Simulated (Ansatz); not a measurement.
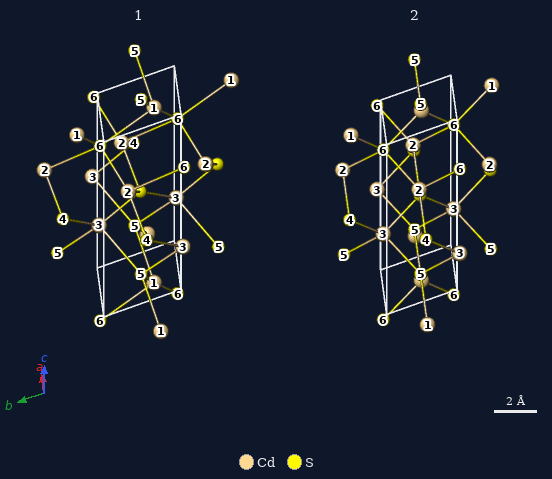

Two geometries of crystalline CdS (a generated structure, set up in P3_121) (coarse preliminary run), drawn at one scale. One is the start of a relaxation, the other its converged end. Style: ball-and-stick. Shown: the cell of the calculation, from a free direction.

These are results of Ansatz, DFT PBE, scalar-relativistic, plane waves, PAW, not measurements. Set-up: plane-wave cutoff 420 eV; k-point mesh 6 × 6 × 2; occupations gaussian; smearing width 0.1 eV; no spin polarisation; cell and atoms relaxed; force threshold 0.05 eV/Å; at most 60 steps.

Q: Which geometry has the lower energy?

A: Structure 2 is the relaxed one. Case: Hg → Cd, Te → S on all its sites, cell and atoms relaxed. Over 7 accepted moves (8 points after the start) the energy falls by 182 meV per atom. Largest force component: 0.68 eV/Å at the start, 0.013 eV/Å at the end. The pressure goes from −6.87 to −0.05 GPa. The SCF was repeated once at an unchanged geometry on a basis and grid sized afresh for the cell, which shifted the energy by 1.1 meV per atom at most. The largest moves relative to the cell, 0.59 Å, are those of Cd1, Cd2 and Cd3. Cd2 goes along −b. By element the largest moves are Cd 0.59 Å, S 0.01 Å. The volume changes by −19.3 %, with a = b 4.476 → 4.081 Å (−8.8 %), c 9.865 → 9.582 Å (−2.9 %). Among the contacts that change: Cd1–S5 3.179 → 2.629 Å, Cd1–S5 (another image) 2.596 → 2.567 Å. Among the angles between lasting bonds that change: S4–Cd3–S5 167.7° → 141.8°, Cd2–S4–Cd3 104.8° → 126.2°. The space group stays P3_121 (No. 152).
